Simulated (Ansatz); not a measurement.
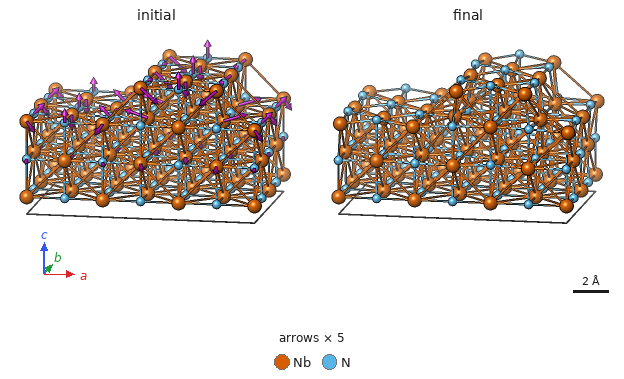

The structure of a slab of composition NbN (cut from the Fm-3m phase) before (left) and after (right) a constrained relaxation, at one scale. The purple arrows give the displacements, magnified 5 times.

A ball-and-stick model of the 1 × 2 repeat of the cell, outlined in the plane, without the vacuum (origin shifted), seen slightly off an axis.

Case: stripe over 1.5 of 3 cells, two steps. 12 atoms are held fixed.

All numbers below come from Ansatz, DFT PBE, scalar-relativistic, plane waves, PAW.

Input file:
```yaml
crystal:
  lattice:
    - [13.2646291947, 0.0, 0.0]
    - [0.0, 4.4215430649, 0.0]
    - [0.0, 0.0, 18.6323145973]
  atoms:
    - { symbol: Nb, position: [0.1666666667, 0.0, 0.0805052959] }
    - { symbol: "N", position: [0.0, 0.0, 0.0805052959] }
    - { symbol: Nb, position: [0.1666666667, 0.5, 0.1991578402] }
    - { symbol: "N", position: [0.0, 0.5, 0.1991578402] }
    - { symbol: Nb, position: [0.0, 0.0, 0.1991578402] }
    - { symbol: "N", position: [0.1666666667, 0.0, 0.1991578402] }
    - { symbol: Nb, position: [0.0, 0.5, 0.0805052959] }
    - { symbol: "N", position: [0.1666666667, 0.5, 0.0805052959] }
    - { symbol: Nb, position: [0.5, 0.0, 0.0805052959] }
    - { symbol: "N", position: [0.3333333333, 0.0, 0.0805052959] }
    - { symbol: Nb, position: [0.5, 0.5, 0.1991578402] }
    - { symbol: "N", position: [0.3333333333, 0.5, 0.1991578402] }
    - { symbol: Nb, position: [0.3333333333, 0.0, 0.1991578402] }
    - { symbol: "N", position: [0.5, 0.0, 0.1991578402] }
    - { symbol: Nb, position: [0.3333333333, 0.5, 0.0805052959] }
    - { symbol: "N", position: [0.5, 0.5, 0.0805052959] }
    - { symbol: Nb, position: [0.8333333333, 0.0, 0.0805052959] }
    - { symbol: "N", position: [0.6666666667, 0.0, 0.0805052959] }
    - { symbol: Nb, position: [0.8333333333, 0.5, 0.1991578402] }
    - { symbol: "N", position: [0.6666666667, 0.5, 0.1991578402] }
    - { symbol: Nb, position: [0.6666666667, 0.0, 0.1991578402] }
    - { symbol: "N", position: [0.8333333333, 0.0, 0.1991578402] }
    - { symbol: Nb, position: [0.6666666667, 0.5, 0.0805052959] }
    - { symbol: "N", position: [0.8333333333, 0.5, 0.0805052959] }
    - { symbol: Nb, position: [0.1666666667, 0.0, 0.3178103844] }
    - { symbol: "N", position: [0.0, 0.0, 0.3178103844] }
    - { symbol: Nb, position: [0.0, 0.5, 0.3178103844] }
    - { symbol: "N", position: [0.1666666667, 0.5, 0.3178103844] }
    - { symbol: Nb, position: [0.5, 0.0, 0.3178103844] }
    - { symbol: "N", position: [0.3333333333, 0.0, 0.3178103844] }
    - { symbol: Nb, position: [0.3333333333, 0.5, 0.3178103844] }
    - { symbol: "N", position: [0.5, 0.5, 0.3178103844] }
    - { symbol: Nb, position: [0.8333333333, 0.0, 0.3178103844] }
    - { symbol: "N", position: [0.6666666667, 0.0, 0.3178103844] }
    - { symbol: Nb, position: [0.6666666667, 0.5, 0.3178103844] }
    - { symbol: "N", position: [0.8333333333, 0.5, 0.3178103844] }
    - { symbol: Nb, position: [0.1666666667, 0.5, 0.4364629287] }
    - { symbol: "N", position: [0.0, 0.5, 0.4364629287] }
    - { symbol: Nb, position: [0.0, 0.0, 0.4364629287] }
    - { symbol: "N", position: [0.1666666667, 0.0, 0.4364629287] }
    - { symbol: "N", position: [0.3333333333, 0.5, 0.4364629287] }
    - { symbol: Nb, position: [0.3333333333, 0.0, 0.4364629287] }
basis:
  ecutwfc: 420
kpoints:
  mp_grid: { grid: [3, 8, 1] }
hamiltonian:
  xc: pbe
scf:
  occupations: { method: gaussian, width: 0.1 }
output:
  forces: true
  eigenvalues: true
  write_density: true
  write_potential: true
  elf: true
  volumetric_format: npy
relax:
  adjacent_minimum: "off"
  f_tol: 0.02
  max_steps: 45
  constraints: [{ sites: [0, 1, 6, 7, 8, 9, 14, 15, 16, 17, 22, 23] }]
efield:
  axis: 3
  dipole_correction: true
  ramp_width: 0.04
```

Command:
```bash
ansatz run input.yaml --threads 4 --pin off --max-ram 11264MiB --backend cpu --events-out ev --progress --plain --runs-dir out
```

**What changed between the two?**

The largest moves, 0.30 Å, are those of Nb27 and Nb31. Nb31 goes at 72° to the normal (+c side). By element the largest moves are Nb 0.30 Å, N 0.22 Å. The lattice vectors keep their values. Among the contacts that change: Nb3–Nb27 3.127 → 3.459 Å, Nb25–Nb39 3.127 → 2.826 Å, N28–Nb31 2.211 → 2.495 Å, Nb25–Nb27 3.127 → 3.332 Å. Among the angles between lasting bonds that change: Nb39–N40–Nb42 180.0° → 156.8°, Nb37–N40–Nb37 180.0° → 158.3°, Nb35–N34–Nb35 180.0° → 161.7°. Over 7 accepted moves (10 points after the start) the energy falls by 2.716 eV per cell of the calculation. The largest force component goes from 2.9 to 0.012 eV/Å. The line search rejected the trial steps at points 7, 9 of the run. 1 step only repeated the SCF at the same geometry.
